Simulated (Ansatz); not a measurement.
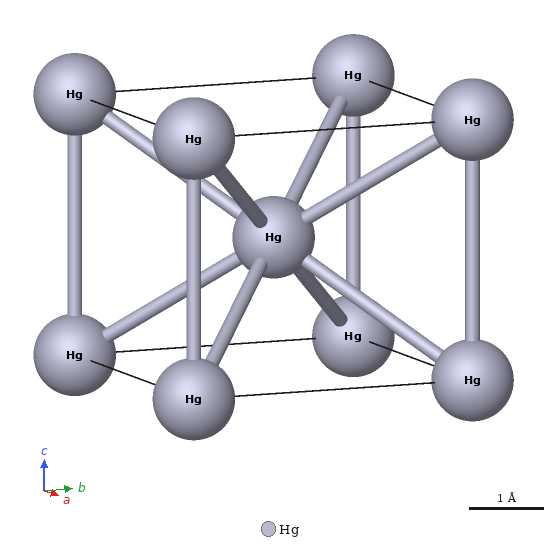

The starting point is a symmetric starting cell of Hg. Style: ball-and-stick. Shown: the conventional cell (2 times the calculation's cell), slightly off an axis. Lengths and directions refer to the drawn axes.

Computed with DFT PBE, scalar-relativistic, plane waves, PAW in Ansatz. Set-up: plane-wave cutoff 420 eV; k-point mesh 16 × 16 × 16; occupations gaussian; smearing width 0.1 eV; no spin polarisation.

The variant: The cell is strained by +1.4 % along c and +2.9 % across it (volume +7.5 %), the atoms keeping their fractional coordinates. No relaxation follows. The starting cell wasn't computed here and needn't be at equilibrium, so pressure and forces aren't due to the change alone.

Input
```yaml
crystal:
  lattice:
    - [-2.130544033, 2.130544033, 1.8282105152]
    - [2.130544033, -2.130544033, 1.8282105152]
    - [2.130544033, 2.130544033, -1.8282105152]
  atoms:
    - { symbol: Hg, position: [0.0, 0.0, 0.0] }
basis:
  ecutwfc: 420
kpoints:
  mp_grid: { grid: [16, 16, 16] }
hamiltonian:
  xc: pbe
scf:
  occupations: { method: gaussian, width: 0.1 }
output:
  forces: true
  stress: true
  eigenvalues: true
```

Run as
```bash
ansatz run input.yaml --threads 1 --pin off --max-ram 1331MiB --backend cpu --events-out ev --progress --plain --runs-dir out
```

### What is the effect?

Among the bonded contacts that change: Hg–Hg 3.437 → 3.524 Å, Hg–Hg 3.605 → 3.656 Å. The space group stays I4/mmm (No. 139). The pressure is −0.5 GPa (not all of it need come from the change, since the unchanged cell can be under pressure at this level too). The principal stresses (compression positive) are −0.4 GPa along c and −0.6 GPa across it. All forces vanish by symmetry.

Drawn alike, the variant:

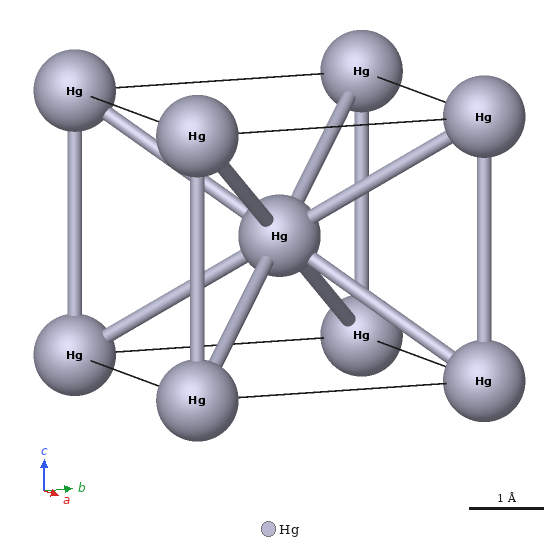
